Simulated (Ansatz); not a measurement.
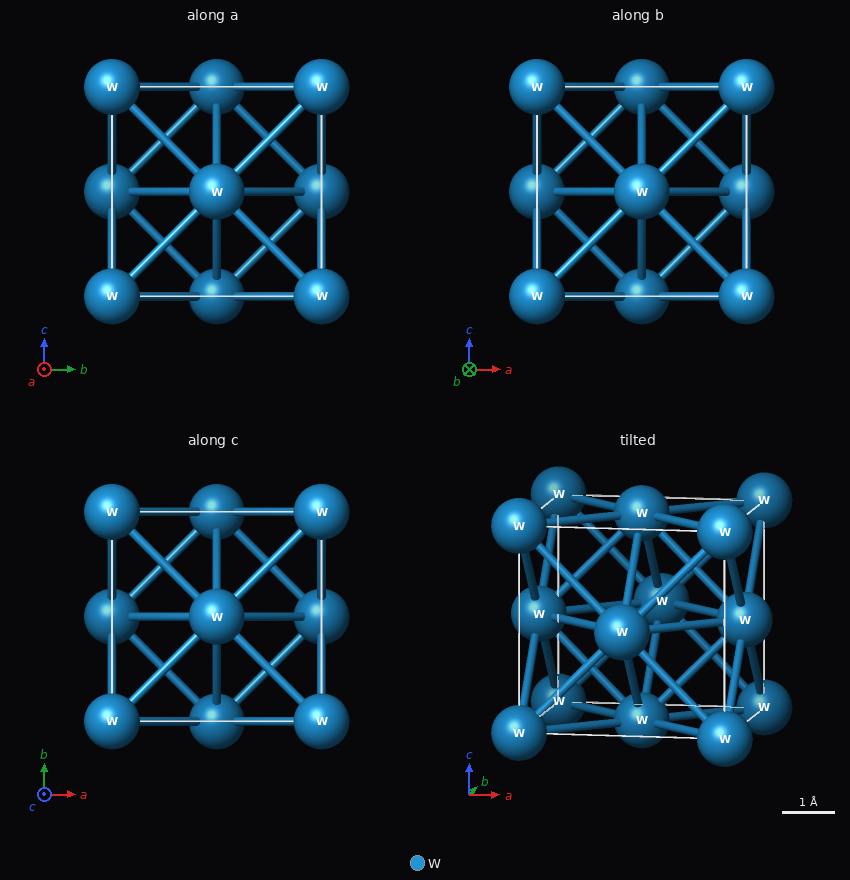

The crystal in a ball-and-stick representation, seen along the a axis, along the b axis, along the c axis and slightly off an axis. The parallelepiped is the conventional unit cell.

Lattice parameters: a = 4.0912 Å, b = 4.0912 Å, c = 4.0912 Å, α = 90.000°, β = 90.000°, γ = 90.000°.

Give the structure in the form of a CIF in P1 with every atom of the cell.

```cif
data_structure
_symmetry_space_group_name_H-M 'P 1'
_symmetry_Int_Tables_number 1
_cell_length_a 4.0912
_cell_length_b 4.0912
_cell_length_c 4.0912
_cell_angle_alpha 90.000
_cell_angle_beta 90.000
_cell_angle_gamma 90.000
_cell_volume 68.48
loop_
_atom_site_label
_atom_site_type_symbol
_atom_site_fract_x
_atom_site_fract_y
_atom_site_fract_z
_atom_site_occupancy
W1 W 0.0000 0.0000 0.0000 1
W2 W 0.0000 0.5000 0.5000 1
W3 W 0.5000 0.0000 0.5000 1
W4 W 0.5000 0.5000 0.0000 1
```

Its origin is a structure type filled with this element by a generator (whether the element takes this form wasn't checked). Earlier steps of the study may have refined or changed the cell and positions. It went into a calculation with Ansatz.

At this level of theory the cell isn't at rest (stretched, at -10 GPa), so its distances can differ from those at equilibrium, the more so the softer the solid.
